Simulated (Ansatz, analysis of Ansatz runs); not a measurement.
## Charge-transition level of the Fe on the octahedral Ga site in beta-Ga2O3 (r2SCAN)

How near does this set-up come to the measured charge-transition level? Subject: Fe on the octahedral Ga site in beta-Ga2O3. Set-up: r2SCAN, 120-site cell, r2SCAN lattice, 500 eV, k: the single point 1/4 1/4 1/4 then 2x2x2 shifted 0.5 0.5 0.5. The model is a cell of 120 host atoms with 1 Ga taken out and 1 Fe put in. The level is the Fermi energy at which two charge states have equal formation energy, after a correction for the images of the charge. A meta-GGA costs about twice a GGA and mends lattice constants and part of the gap.

**The experiment.** (0/-1) level below the conduction-band bottom: 0.78 eV, by DLTS (with SIMS correlation to Fe) (“Iron and intrinsic deep level states in Ga2O3”, 2018, Ingebrigtsen et al.). (0/-1) level below the conduction-band bottom: 0.83 eV, by EPR isothermal decay of photoinduced Fe2+ (300.5-315 K), general-order kinetics (“Point Defects in Lithium Gallate and Gallium Oxide”, 2019, C. A. Lenyk).

Main program and level: Ansatz 0.2.0; plane-wave PAW DFT, r2SCAN; relaxation of all atoms of a defect supercell.

In doubt: warnings of the run leave room for a lower electronic state (step 2), so energies may not be the lowest and differences between runs may mislead.

**1. Starting point**

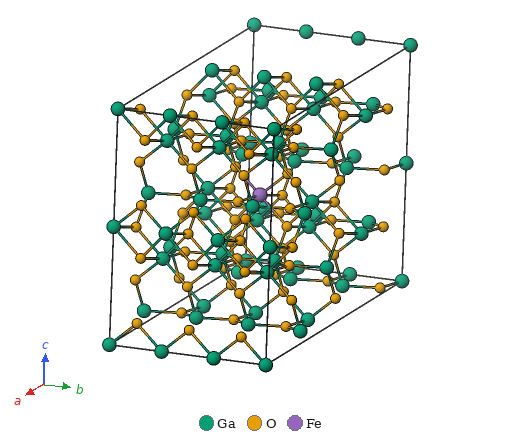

The cell as given, slightly off an axis (gallium teal, oxygen orange, iron purple). Bonds to atoms that aren't drawn are left out. Some periodic images of atoms are drawn too.

The cell holds 120 atoms: 47 Ga, 72 O and 1 Fe. Cell: a = 12.256 Å, b = 9.117 Å, c = 11.617 Å, α = 90.0°, β = 103.8°, γ = 90.0°. It derives from Ga2O3 (space group C2/m). Nearest the centre at fractional (0.341, 0.333, 0.343): Fe47 at 0.00 Å, O60 at 1.94 Å, O11 at 1.94 Å, O51 at 1.94 Å, O53 at 2.01 Å, O15 at 2.08 Å, O55 at 2.08 Å, Ga7 at 3.04 Å.

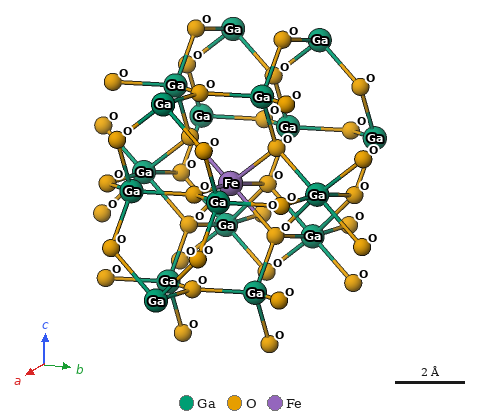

The atoms within 5 Å of the centre.

The host's primitive cell comes from a first run (plane-wave PAW DFT, r2SCAN; relaxation of the host's cell and atoms): vectors of 6.313, 6.313 and 5.808 Å. That is 10.50 Å³ an atom, 0.6 % over the diffraction cell's volume. The supercell is built on it.

**2. Relaxation, charge 0**

Every later number rests on the structure around the defect, so the atoms are relaxed at the host's lattice first.

Contents of relax0/input.yaml:

```yaml
relax:
  f_tol: 0.02
  max_steps: 80
  random_displacement: { amplitude: 0.05, seed: 511 }
crystal:
  lattice:
    - [12.25573226, 0.0, 0.00511595]
    - [0.0, 9.11718312, 0.0]
    - [-2.7767326, 0.0, 11.27988439]
  atoms:
    - { symbol: Ga, position: [0.090519076, 0.0, 0.397395338] }
    - { symbol: Ga, position: [0.590519076, 0.166666667, 0.397395338] }
    - { symbol: Ga, position: [0.409480924, 0.166666667, 0.102604662] }
[... 1 atom line left out ...]
    - { symbol: Ga, position: [0.158729311, 0.166666667, 0.157239103] }
[... 1 atom line left out ...]
    - { symbol: Ga, position: [0.341270689, 0.0, 0.342760897] }
[... 1 atom line left out ...]
    - { symbol: O, position: [0.164214867, 0.0, 0.054579947] }
[... 1 atom line left out ...]
    - { symbol: O, position: [0.335785133, 0.166666667, 0.445420053] }
[... 1 atom line left out ...]
    - { symbol: O, position: [0.173340296, 0.0, 0.281762394] }
    - { symbol: O, position: [0.673340296, 0.166666667, 0.281762394] }
    - { symbol: O, position: [0.326659704, 0.166666667, 0.218237606] }
[... 1 atom line left out ...]
    - { symbol: O, position: [0.496286552, 0.0, 0.128116885] }
    - { symbol: O, position: [0.996286552, 0.166666667, 0.128116885] }
    - { symbol: O, position: [0.003713448, 0.166666667, 0.371883115] }
    - { symbol: O, position: [0.503713448, 0.0, 0.371883115] }
[... 2 atom lines left out ...]
    - { symbol: Ga, position: [0.409480924, 0.166666667, 0.602604662] }
[... 6 atom lines left out ...]
    - { symbol: O, position: [0.664214867, 0.166666667, 0.554579947] }
[... 4 atom lines left out ...]
    - { symbol: O, position: [0.326659704, 0.166666667, 0.718237606] }
[... 1 atom line left out ...]
    - { symbol: O, position: [0.496286552, 0.0, 0.628116885] }
[... 3 atom lines left out ...]
    - { symbol: Ga, position: [0.090519076, 0.333333333, 0.397395338] }
    - { symbol: Ga, position: [0.590519076, 0.5, 0.397395338] }
    - { symbol: Ga, position: [0.409480924, 0.5, 0.102604662] }
[... 1 atom line left out ...]
    - { symbol: Ga, position: [0.158729311, 0.5, 0.157239103] }
[... 1 atom line left out ...]
    - { symbol: Fe, position: [0.341270689, 0.333333333, 0.342760897], spin: 5.0 }
[... 1 atom line left out ...]
    - { symbol: O, position: [0.164214867, 0.333333333, 0.054579947] }
[... 1 atom line left out ...]
    - { symbol: O, position: [0.335785133, 0.5, 0.445420053] }
[... 1 atom line left out ...]
    - { symbol: O, position: [0.173340296, 0.333333333, 0.281762394] }
    - { symbol: O, position: [0.673340296, 0.5, 0.281762394] }
    - { symbol: O, position: [0.326659704, 0.5, 0.218237606] }
[... 1 atom line left out ...]
    - { symbol: O, position: [0.496286552, 0.333333333, 0.128116885] }
    - { symbol: O, position: [0.996286552, 0.5, 0.128116885] }
    - { symbol: O, position: [0.003713448, 0.5, 0.371883115] }
    - { symbol: O, position: [0.503713448, 0.333333333, 0.371883115] }
[... 2 atom lines left out ...]
    - { symbol: Ga, position: [0.409480924, 0.5, 0.602604662] }
[... 2 atom lines left out ...]
    - { symbol: Ga, position: [0.658729311, 0.333333333, 0.657239103] }
[... 2 atom lines left out ...]
    - { symbol: O, position: [0.164214867, 0.333333333, 0.554579947] }
    - { symbol: O, position: [0.664214867, 0.5, 0.554579947] }
[... 4 atom lines left out ...]
    - { symbol: O, position: [0.326659704, 0.5, 0.718237606] }
[... 1 atom line left out ...]
    - { symbol: O, position: [0.496286552, 0.333333333, 0.628116885] }
[... 3 atom lines left out ...]
    - { symbol: Ga, position: [0.090519076, 0.666666667, 0.397395338] }
[... 5 atom lines left out ...]
    - { symbol: Ga, position: [0.341270689, 0.666666667, 0.342760897] }
[... 1 atom line left out ...]
    - { symbol: O, position: [0.164214867, 0.666666667, 0.054579947] }
[... 3 atom lines left out ...]
    - { symbol: O, position: [0.173340296, 0.666666667, 0.281762394] }
[... 3 atom lines left out ...]
    - { symbol: O, position: [0.496286552, 0.666666667, 0.128116885] }
[... 2 atom lines left out ...]
    - { symbol: O, position: [0.503713448, 0.666666667, 0.371883115] }
[... 16 atom lines left out ...]
    - { symbol: O, position: [0.496286552, 0.666666667, 0.628116885] }
[... 2 atom lines left out ...]
    - { symbol: O, position: [0.503713448, 0.666666667, 0.871883115] }
  host:
    repeats: [1, 3, 2]
    atoms:
      - { symbol: Ga, position: [0.090519076, 0.0, 0.794790676] }
      - { symbol: Ga, position: [0.590519076, 0.5, 0.794790676] }
      # ... 18 more atoms of the perfect host
basis:
  ecutwfc: 500
  xc_grid: 2
hamiltonian:
  xc: r2scan
kpoints:
  mp_grid: { grid: [1, 1, 1], shift: [0.25, 0.25, 0.25] }
magnetization:
  spin_polarized: true
  initial_magnetization: 5
  spin_locking: { lock_magnetization: hard }
scf:
  occupations: { method: fermi_dirac, width: 0.01 }
  max_iter: 120
output:
  forces: true
  charged_corrections:
    epsilon: [4.08, 4.19, 4.19]
    static_epsilon: [11.0, 10.84, 13.61]
    defect_position: [0.341271, 0.333333, 0.342761]
checkpoint:
  write: "../relax0.run"
  compress: false
  write_wavefunctions: true
  write_every: 100000
```

On the command line:

```console
$ ansatz run input.yaml --threads 32 --pin off --max-ram 84787MiB --backend cuda --events-out ev --progress --plain --runs-dir out --max-vram 78GiB
```

The program printed:

```text
Warning: This run holds its total moment fixed (magnetization.spin_locking.lock_magnetization: hard) and mixes its density by anderson or broyden (scf.mixing.algorithm, typed or taken by auto). Slabs  [...]
Engine: ansatz 0.2.0, aarch64-unknown-linux-gnu
[...]
Pseudopotential: Ga, paw, valence charge 13, recommended cutoff 500 eV (meta_gga), Ga.paw.azcp
Pseudopotential: O, paw, valence charge 6, recommended cutoff 500 eV (meta_gga), O.paw.azcp
Pseudopotential: Fe, paw, valence charge 16, recommended cutoff 500 eV (meta_gga), Fe.paw.azcp
Functional definition: r2SCAN
[...]
Crystal: 120 atoms, lattice volume = 1260.518 Å³
Basis set: ecut = 500 eV, 32015 PW (Γ), exchange–correlation on 180×144×180 points (8 copies of the dense FFT grid, shifted against one another)
Bands: 652, of which v1, the nominal top of the filled ones, is band 530 counted from 1 (529 counted from 0)
[...]
k-points: 1
[...]
Functional: x = r2scan, c = r2scan; τ floored in thin density (d = 2e-4 eV/Å³)
[...]
SCF iter   2: F=-223628.467047 eV  HF=-223628.467047 eV  |Δ(HF+E_count)|=   3.11e-8  Δρ=1.06e-6 (↑1.03e-6 ↓1.06e-6)  dr2=4.12e-8  dr2_τ=6.73e-10  dr2_m=9.02e-12  M=5.000 μB ∫|m|=5.083 μB  Hψ=2904
SCF 7 converged in 2 iterations: F = -223628.467047 eV  dr2 = 4.12e-8
[...]
SCF converged after 2 iterations
[...]
Magnetization: 5.0000 μB (532.0000 up, 527.0000 down)
Absolute magnetization: 5.0841 μB (∫|ρ↑−ρ↓|, with the PAW one-centre terms)
[...]
Free energy (F): -223628.467047 eV
[...]
Fermi energy:    9.269355 (↑ 9.917876, ↓ 9.022266) eV
--- Per-component energies (eV) ---
[...]
--- Forces (eV/Å), atoms counted from 1 ---
[...]
--- Band table (eV) ---
[...]
--- Relaxed structure (6 steps of the walk, 6 accepted, 0 SCFs on fresh bases) ---
[...]
```

Run time: 18 s. Hardware: 1 × NVIDIA GB200 with 32 threads of Arm Neoverse V2, shared host; peak memory 4.2 GiB.

The steps of the relaxation:

| step | energy less that of the first step (eV) | largest force component (eV/Å) |
| --- | --- | --- |
| 1 | 0.0000 | 1.8554 |
| 2 | -1.8041 | 1.1486 |
| 3 | -2.6229 | 0.1023 |
| 4 | -2.6255 | 0.0897 |
| 5 | -2.6261 | 0.0118 |
| 6 | -2.6261 | 0.0118 |

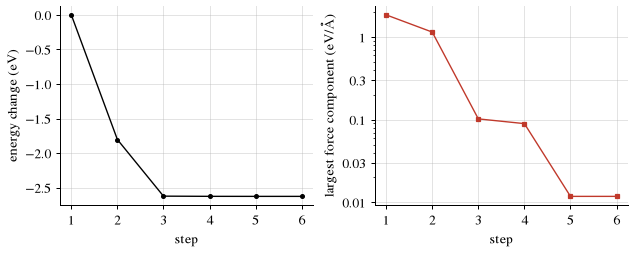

Energy and largest force along the relaxation.

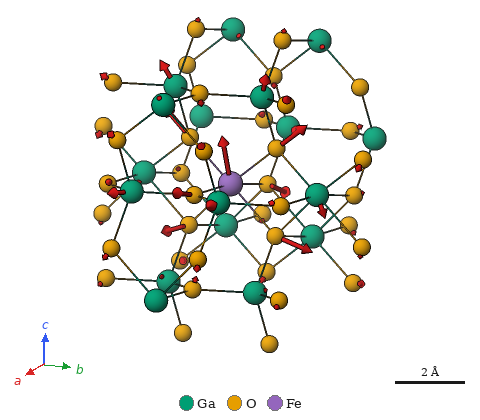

Displacements in the relaxation from the typed sites near the centre, exaggerated, the mean shift taken out; the longest in the cell stands for 0.04 Å.

The atoms that moved most (Å, from the sites as typed, ahead of the random displacement, the mean shift of all atoms taken out):

| atom | dx | dy | dz | length |
| --- | --- | --- | --- | --- |
| Fe47 | 0.005 | 0.000 | 0.040 | 0.040 |
| O53 | -0.028 | 0.000 | -0.018 | 0.034 |
| O51 | -0.007 | 0.026 | 0.020 | 0.033 |
| O11 | -0.007 | -0.026 | 0.020 | 0.033 |
| O15 | -0.005 | -0.030 | -0.012 | 0.033 |
| O55 | -0.005 | 0.030 | -0.012 | 0.032 |
| O60 | 0.029 | 0.000 | 0.012 | 0.031 |
| Ga2 | 0.020 | -0.006 | 0.005 | 0.022 |

Neighbours of Fe47 at the end:

| atom | distance (Å) |
| --- | --- |
| O11 | 1.953 |
| O51 | 1.953 |
| O60 | 1.957 |
| O53 | 2.062 |
| O55 | 2.132 |
| O15 | 2.132 |
| Ga87 | 3.046 |
| Ga7 | 3.046 |

Read from the output:

```yaml
free_energy: -223628.4670 eV
total_moment: 5 μB
integral_of_the_absolute_spin_density: 5.084 μB
spin_contamination: 0.005932
```

**3. Relaxation, charge −1**

Contents of relax1/input.yaml:

```yaml
relax:
  f_tol: 0.02
  max_steps: 80
  random_displacement: { amplitude: 0.05, seed: 511 }
crystal:
  lattice:
    - [12.25573226, 0.0, 0.00511595]
    - [0.0, 9.11718312, 0.0]
    - [-2.7767326, 0.0, 11.27988439]
  atoms:
    - { symbol: Ga, position: [0.090519076, 0.0, 0.397395338] }
    - { symbol: Ga, position: [0.590519076, 0.166666667, 0.397395338] }
[... 2 atom lines left out ...]
    - { symbol: Ga, position: [0.158729311, 0.166666667, 0.157239103] }
[... 1 atom line left out ...]
    - { symbol: Ga, position: [0.341270689, 0.0, 0.342760897] }
[... 3 atom lines left out ...]
    - { symbol: O, position: [0.335785133, 0.166666667, 0.445420053] }
[... 3 atom lines left out ...]
    - { symbol: O, position: [0.326659704, 0.166666667, 0.218237606] }
[... 25 atom lines left out ...]
    - { symbol: Ga, position: [0.090519076, 0.333333333, 0.397395338] }
[... 3 atom lines left out ...]
    - { symbol: Ga, position: [0.158729311, 0.5, 0.157239103] }
[... 1 atom line left out ...]
    - { symbol: Fe, position: [0.341270689, 0.333333333, 0.342760897], spin: 4.0 }
[... 3 atom lines left out ...]
    - { symbol: O, position: [0.335785133, 0.5, 0.445420053] }
[... 1 atom line left out ...]
    - { symbol: O, position: [0.173340296, 0.333333333, 0.281762394] }
[... 1 atom line left out ...]
    - { symbol: O, position: [0.326659704, 0.5, 0.218237606] }
[... 4 atom lines left out ...]
    - { symbol: O, position: [0.503713448, 0.333333333, 0.371883115] }
[... 26 atom lines left out ...]
    - { symbol: Ga, position: [0.341270689, 0.666666667, 0.342760897] }
[... 32 atom lines left out ...]
    - { symbol: O, position: [0.503713448, 0.666666667, 0.871883115] }
  host:
    repeats: [1, 3, 2]
    atoms:
      - { symbol: Ga, position: [0.090519076, 0.0, 0.794790676] }
      - { symbol: Ga, position: [0.590519076, 0.5, 0.794790676] }
      # ... 18 more atoms of the perfect host
total_charge: -1
basis:
  ecutwfc: 500
  xc_grid: 2
hamiltonian:
  xc: r2scan
kpoints:
  mp_grid: { grid: [1, 1, 1], shift: [0.25, 0.25, 0.25] }
magnetization:
  spin_polarized: true
  initial_magnetization: 4
  spin_locking: { lock_magnetization: hard }
scf:
  occupations: { method: fermi_dirac, width: 0.01 }
  max_iter: 120
output:
  forces: true
  charged_corrections:
    epsilon: [4.08, 4.19, 4.19]
    static_epsilon: [11.0, 10.84, 13.61]
    defect_position: [0.341271, 0.333333, 0.342761]
checkpoint:
  write: "../relax1.run"
  compress: false
  write_wavefunctions: true
  write_every: 100000
```

The program printed:

```text
[...]
Crystal: 120 atoms, lattice volume = 1260.518 Å³
Basis set: ecut = 500 eV, 32015 PW (Γ), exchange–correlation on 180×144×180 points (8 copies of the dense FFT grid, shifted against one another)
Bands: 652, of which v1, the nominal top of the filled ones, is band 530 counted from 1 (529 counted from 0)
[...]
k-points: 1
[...]
SCF iter   2: F=-223617.666222 eV  HF=-223617.666222 eV  |Δ(HF+E_count)|=   2.88e-8  Δρ=2.04e-6 (↑1.37e-6 ↓2.04e-6)  dr2=4.52e-8  dr2_τ=4.66e-10  dr2_m=1.54e-9  M=4.000 μB ∫|m|=4.139 μB  Hψ=3432
SCF 7 converged in 2 iterations: F = -223617.666222 eV  dr2 = 4.52e-8
[...]
SCF converged after 2 iterations
[...]
Magnetization: 4.0000 μB (532.0000 up, 528.0000 down)
Absolute magnetization: 4.1375 μB (∫|ρ↑−ρ↓|, with the PAW one-centre terms)
[...]
Free energy (F): -223617.666222 eV
[...]
Fermi energy:    11.561492 (↑ 10.763934, ↓ 11.567494) eV
[...]
--- Forces (eV/Å), atoms counted from 1 ---
[...]
--- Charged-cell corrections in eV (Makov–Payne, q = -1.000 e, ε = [11.000, 10.840, 13.610]) ---
  F (periodic)     = -223617.666222  (uncorrected; the corrections below are reported, never added to it)
  E_corr1          = +0.158585  (monopole, q²α_M/2ε̄L, of the cell on which ε is isotropic)
  F Makov-Payne    = -223617.507637  (F + E_corr1; no measured alignment; for a localised charge, not one spread in a band: unchecked)
  no potential alignment in this run, which stands beside a crystal: run the host's input off ansatz write-host-input, and read the two finished runs by ansatz place-levels (neither reads a slab, a wire or a sheet, whose cell leaves a vacuum)
--- Band table (eV) ---
[...]
--- Relaxed structure (6 steps of the walk, 6 accepted, 0 SCFs on fresh bases) ---
[...]
```

It took 22 s on 1 × NVIDIA GB200 with 32 threads; peak memory 4.2 GiB.

Relaxation path:

| step | energy less that of the first step (eV) | largest force component (eV/Å) |
| --- | --- | --- |
| 1 | 0.0000 | 1.8750 |
| 2 | -1.9659 | 1.1627 |
| 3 | -2.8332 | 0.7035 |
| 4 | -2.9379 | 0.0753 |
| 5 | -2.9394 | 0.0237 |
| 6 | -2.9395 | 0.0047 |

The atoms that moved most (Å, from the sites as typed, ahead of the random displacement, the mean shift of all atoms taken out):

| atom | dx | dy | dz | length |
| --- | --- | --- | --- | --- |
| O11 | -0.075 | -0.116 | 0.040 | 0.144 |
| O51 | -0.072 | 0.116 | 0.040 | 0.143 |
| O55 | -0.010 | 0.120 | -0.040 | 0.127 |
| O15 | -0.010 | -0.120 | -0.040 | 0.127 |
| O53 | -0.053 | 0.000 | -0.058 | 0.078 |
| O60 | 0.068 | 0.000 | 0.024 | 0.072 |
| O13 | -0.028 | -0.021 | -0.016 | 0.038 |
| O93 | -0.027 | 0.021 | -0.016 | 0.038 |

Neighbours of Fe47 at the end:

| atom | distance (Å) |
| --- | --- |
| O60 | 1.994 |
| O11 | 2.060 |
| O51 | 2.060 |
| O53 | 2.100 |
| O15 | 2.206 |
| O55 | 2.208 |
| Ga7 | 3.036 |
| Ga87 | 3.037 |

Numbers from this step:

```yaml
free_energy: -223617.6662 eV
total_moment: 4 μB
integral_of_the_absolute_spin_density: 4.137 μB
spin_contamination: 0.03633
```

(Continued in part 2 of 2.)

[Logs are printed without paths, hosts, clocks, repeated set-up lines and the standing remarks that a program may print on its own settings, such as how far it seeks lower states.]

[Hosts, paths, dates, database ids (printed as entryN), source tags and the programs' standing remarks are cut or masked in the printed files.]

[For some hosts the program warned that the k-mesh of the response run may be too coarse for force constants and the static dielectric constant; such warnings are not shown here.]
